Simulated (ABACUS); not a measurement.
**Single-point calculation at one volume of an equation of state, with input and output: MgO (part 1 of 2)**

- system: MgO (Fm-3m, 2 atoms in the cell)
- method: Kohn-Sham DFT of a periodic cell, revPBE, GBRV ultrasoft 1.5 PBE, no spin polarisation (ABACUS 3.10.1)

The structure derives from a Materials Project entry. It belongs to a series of runs on one base structure; here: volume scaled by 0.94.

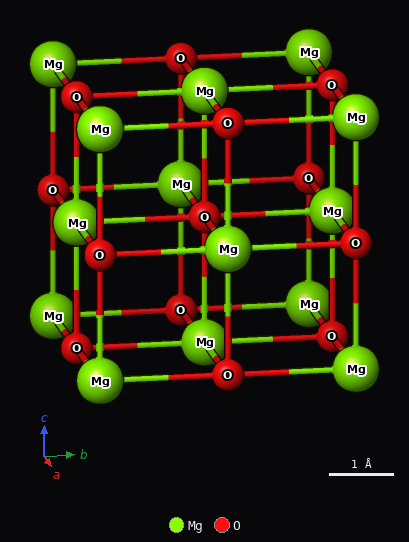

Fig. 1: The input geometry (ball-and-stick view of the cell 4 times as large as that of the calculation, set on its symmetry axes, seen slightly off an axis).

**Key numbers**

```csv
quantity,value
outcome,converged
space group (tolerance 0.01 Å),Fm-3m (225)
electrons treated,16
free energy,−2148.9688 eV
Fermi energy,11.840 eV
gap on the k-point mesh,5.66 eV
pressure,23.56 GPa
largest force (length of the vector),under 0.001 eV/Å
hardware,"4 threads of Intel Xeon (Sapphire Rapids), 16 GiB of memory available, shared host"
wall time,4.5 s (CPU time 18 s)
peak memory,0.44 GiB
```

**Notes**

The cell is under a pressure of 24 GPa at this level, so it is not at its equilibrium volume.

**The input**
```
INPUT_PARAMETERS
suffix              MgO
calculation         scf
basis_type          pw
pseudo_dir          ./
latname             fcc
symmetry            1
dft_functional      revpbe
ecutwfc             40
pseudo_rcut         10
nspin               1
nbands              12
ks_solver           dav
smearing_method     fd
smearing_sigma      0.00367493
scf_thr             1e-08
scf_nmax            100
mixing_type         broyden
mixing_beta         0.7
cal_force           1
cal_stress          1
ecutrho             320
kpar                4
```

**File STRU**
```
ATOMIC_SPECIES
Mg 24.3050 mg_pbe_v1.4.uspp.F.UPF
O 15.9990 o_pbe_v1.2.uspp.F.UPF

LATTICE_CONSTANT
7.7637259953

ATOMIC_POSITIONS
Direct

Mg
0.0
1
0.0000000000 0.0000000000 0.0000000000 1 1 1

O
0.0
1
0.5000000000 0.5000000000 0.5000000000 1 1 1
```

**File KPT**
```
K_POINTS
0
Gamma
9 9 9 0 0 0
```

Run as:
```bash
OMP_NUM_THREADS=1 mpirun -np 4 abacus > log
```

**Output**
```
ABACUS v3.10.1

               Atomic-orbital Based Ab-initio Computation at UStc

 ------------------------------------------------------------------------------------

 READING GENERAL INFORMATION
                           global_out_dir = OUT.MgO/
                           global_in_card = INPUT
                               pseudo_dir = ./
                              orbital_dir =
                                    DSIZE = 4
                                    GSIZE = 1

 READING UNITCELL INFORMATION
                                    ntype = 2
                  lattice constant (Bohr) = 7.76373
              lattice constant (Angstrom) = 4.10839

 READING ATOM TYPE 1
                               atom label = Mg
                      L=0, number of zeta = 1
                      L=1, number of zeta = 1
                      L=2, number of zeta = 1
             number of atom for this type = 1

 READING ATOM TYPE 2
                               atom label = O
                      L=0, number of zeta = 1
                      L=1, number of zeta = 1
                      L=2, number of zeta = 1
             number of atom for this type = 1

                        TOTAL ATOM NUMBER = 2
DIRECT COORDINATES
    atom                   x                   y                   z     mag                  vx                  vy                  vz
taud_Mg1            0.0000000000        0.0000000000        0.0000000000  0.0000        0.0000000000        0.0000000000        0.0000000000
taud_O1            0.5000000000        0.5000000000        0.5000000000  0.0000        0.0000000000        0.0000000000        0.0000000000

                          Volume (Bohr^3) = 116.991
                             Volume (A^3) = 17.3362

 Lattice vectors: (Cartesian coordinate: in unit of a_0)
                 -0.5                  +0                +0.5
                   +0                +0.5                +0.5
                 -0.5                +0.5                  +0
 Reciprocal vectors: (Cartesian coordinate: in unit of 2 pi/a_0)
                   -1                  -1                  +1
                   +1                  +1                  +1
                   -1                  +1                  -1
 The esolver type has been set to : ksdft_pw

                PAO radial cut off (Bohr) = 10

 Read in pseudopotential file is mg_pbe_v1.4.uspp.F.UPF
                     pseudopotential type = US
          exchange-correlation functional = PBE
                 nonlocal core correction = 0
                        valence electrons = 10
                                     lmax = 2
                           number of zeta = 3
                     number of projectors = 7
                           L of projector = 0
                           L of projector = 0
                           L of projector = 0
                           L of projector = 1
                           L of projector = 1
                           L of projector = 2
                           L of projector = 2
 XC functional updated to : revpbe
          exchange-correlation functional = REVPBE
                PAO radial cut off (Bohr) = 10

 Read in pseudopotential file is o_pbe_v1.2.uspp.F.UPF
                     pseudopotential type = US
          exchange-correlation functional = PBE
                 nonlocal core correction = 1
                        valence electrons = 6
                                     lmax = 2
                           number of zeta = 2
                     number of projectors = 5
                           L of projector = 0
                           L of projector = 0
                           L of projector = 1
                           L of projector = 1
                           L of projector = 2
 XC functional updated to : revpbe
          exchange-correlation functional = REVPBE
     initial pseudo atomic orbital number = 9

 SETUP THE ELECTRONS NUMBER
            electron number of element Mg = 10
      total electron number of element Mg = 10
             electron number of element O = 6
       total electron number of element O = 6
            AUTOSET number of electrons:  = 16
                           occupied bands = 8
                                   NBANDS = 12
                                   NLOCAL = 18

%%%%%%%%%%%%%%%%%%%%%%%%%%%%%%%%%%%%%%%%%%%%%%%%%%%%%%%%%%%%%%%%%%%%%%%%%%%%%%%%%%%%%%%%%%%%%%%%%%%%%%%%%%
 Warning: the number of valence electrons in pseudopotential > 2 for Mg: [Ne] 3s2
 Pseudopotentials with additional electrons can yield (more) accurate outcomes, but may be less efficient.
 If you're confident that your chosen pseudopotential is appropriate, you can safely ignore this warning.
%%%%%%%%%%%%%%%%%%%%%%%%%%%%%%%%%%%%%%%%%%%%%%%%%%%%%%%%%%%%%%%%%%%%%%%%%%%%%%%%%%%%%%%%%%%%%%%%%%%%%%%%%%

 SETUP THE PLANE WAVE BASIS
 energy cutoff for charge/potential (unit:Ry) = 160
            fft grid for charge/potential = [ 24, 24, 24 ]
                        fft grid division = [ 1, 1, 1 ]
        big fft grid for charge/potential = [ 32, 32, 32 ]
                                     nbxx = 32768
                                     nrxx = 13824

 SETUP PLANE WAVES FOR CHARGE/POTENTIAL
                    number of plane waves = 4015
                         number of sticks = 337

 PARALLEL PW FOR CHARGE/POTENTIAL
     PROC   COLUMNS(POT)             PW
        1            337           4015
 --------------- sum -------------------
        1            337           4015
                            number of |g| = 84
                                  max |g| = 244
                                  min |g| = 0

 energy cutoff for dense charge/potential (unit:Ry) = 320
      fft grid for dense charge/potential = [ 32, 32, 32 ]
                                     nrxx = 32768

 SETUP PLANE WAVES FOR dense CHARGE/POTENTIAL
                    number of plane waves = 11311
                         number of sticks = 673

 PARALLEL PW FOR dense CHARGE/POTENTIAL
     PROC   COLUMNS(POT)             PW
        1            673          11311
 --------------- sum -------------------
        1            673          11311
                            number of |g| = 165
                                  max |g| = 488
                                  min |g| = 0

----------- Double Check Mixing Parameters Begin ------------
mixing_type: broyden
mixing_beta: 0.7
mixing_gg0: 1
mixing_gg0_min: 0.1
mixing_ndim: 8
----------- Double Check Mixing Parameters End ------------

 LATTICE VECTORS: (CARTESIAN COORDINATE: IN UNIT OF A0)
                 -0.5                  +0                +0.5
                   +0                +0.5                +0.5
                 -0.5                +0.5                  +0
                       right hand lattice = 1
                                   NORM_A = 0.707107
                                   NORM_B = 0.707107
                                   NORM_C = 0.707107
                           ALPHA (DEGREE) = 60
                           BETA  (DEGREE) = 60
                           GAMMA (DEGREE) = 60

 The lattice vectors have been changed (STRU_SIMPLE.cif)

(for optimal symmetric configuration:)
                             BRAVAIS TYPE = 3
                     BRAVAIS LATTICE NAME = 03. Cubic F (face-centered)
                                    ibrav = 3
                                    IBRAV = 3
                                  BRAVAIS = FACE CENTERED CUBIC
                       LATTICE CONSTANT A = 1
Original cell was already a primitive cell.
                        ROTATION MATRICES = 48
              PURE POINT GROUP OPERATIONS = 48
                   SPACE GROUP OPERATIONS = 48
                              POINT GROUP = O_h
               POINT GROUP IN SPACE GROUP = O_h

 SETUP K-POINTS
                                    nspin = 1
                   Input type of k points = Monkhorst-Pack(Gamma)
                                   nkstot = 729
                       right hand lattice = 1
(for reciprocal lattice: )
                             BRAVAIS TYPE = 2
                     BRAVAIS LATTICE NAME = 02. Cubic I (body-centered)
                                    ibrav = 2
                       right hand lattice = 1
(for k-lattice: )
                             BRAVAIS TYPE = 2
                     BRAVAIS LATTICE NAME = 02. Cubic I (body-centered)
                                    ibrav = 2
                       right hand lattice = 1
                        ROTATION MATRICES = 48
                               nkstot_ibz = 35
K-POINTS REDUCTION ACCORDING TO SYMMETRY
     IBZ    DIRECT_X    DIRECT_Y    DIRECT_Z  WEIGHT  ibz2bz
       1  0.00000000  0.00000000  0.00000000  0.0014       0
       2  0.11111111  0.11111111  0.11111111  0.0110       1
       3  0.22222222  0.22222222  0.22222222  0.0110       2
       4  0.33333333  0.33333333  0.33333333  0.0110       3
       5  0.44444444  0.44444444  0.44444444  0.0110       4
       6  0.11111111  0.11111111  0.00000000  0.0082      10
       7  0.22222222  0.22222222  0.11111111  0.0329      11
       8  0.33333333  0.33333333  0.22222222  0.0329      12
       9  0.44444444  0.44444444  0.33333333  0.0329      13
      10 -0.44444444  0.44444444  0.44444444  0.0329      14
      11  0.44444444  0.33333333  0.33333333  0.0329      15
      12  0.22222222  0.22222222  0.33333333  0.0329      16
      13  0.22222222  0.11111111  0.11111111  0.0165      17
      14  0.22222222  0.22222222  0.00000000  0.0082      20
      15  0.33333333  0.11111111  0.33333333  0.0329      21
      16  0.44444444  0.44444444  0.22222222  0.0329      22
      17 -0.33333333  0.44444444  0.44444444  0.0329      23
      18 -0.44444444  0.33333333  0.33333333  0.0329      24
      19  0.44444444  0.22222222  0.22222222  0.0165      25
      20  0.33333333  0.33333333  0.00000000  0.0082      30
      21  0.44444444  0.44444444  0.11111111  0.0329      31
      22 -0.22222222  0.44444444  0.44444444  0.0329      32
      23 -0.33333333  0.33333333  0.33333333  0.0165      33
      24  0.44444444  0.44444444  0.00000000  0.0082      40
      25 -0.11111111  0.44444444  0.44444444  0.0165      41
      26  0.33333333  0.11111111  0.22222222  0.0329     102
      27  0.44444444  0.33333333  0.22222222  0.0658     103
      28 -0.44444444  0.44444444  0.33333333  0.0658     104
      29  0.44444444  0.33333333  0.11111111  0.0329     112
      30 -0.44444444  0.44444444  0.22222222  0.0658     113
[... 5 further k points ...]

                               nkstot now = 35
[... K-POINTS DIRECT COORDINATES: 35 rows ...]

           k-point number in this process = 9
       minimum distributed K point number = 8
[... stars of the k points ...]

[... K-POINTS CARTESIAN COORDINATES: 9 rows ...]

[... K-POINTS DIRECT COORDINATES: 9 rows ...]

 SETUP PLANE WAVES FOR WAVE FUNCTIONS
     energy cutoff for wavefunc (unit:Ry) = 40
              fft grid for wave functions = [ 24, 24, 24 ]
                    number of plane waves = 645
                         number of sticks = 97

 PARALLEL PW FOR WAVE FUNCTIONS
     PROC   COLUMNS(POT)             PW
        1             97            645
 --------------- sum -------------------
        1             97            645

 SETUP NONLOCAL PSEUDOPOTENTIALS IN PLANE WAVE BASIS
 Mg non-local projectors:
 projector 1 L=0
 projector 2 L=0
 projector 3 L=0
 projector 4 L=1
 projector 5 L=1
 projector 6 L=2
 projector 7 L=2
 O non-local projectors:
 projector 1 L=0
 projector 2 L=0
 projector 3 L=1
 projector 4 L=1
 projector 5 L=2
      TOTAL NUMBER OF NONLOCAL PROJECTORS = 32

 Init Non-Local PseudoPotential table :
 Init Non-Local-Pseudopotential done.

                                     npwx = 531
```
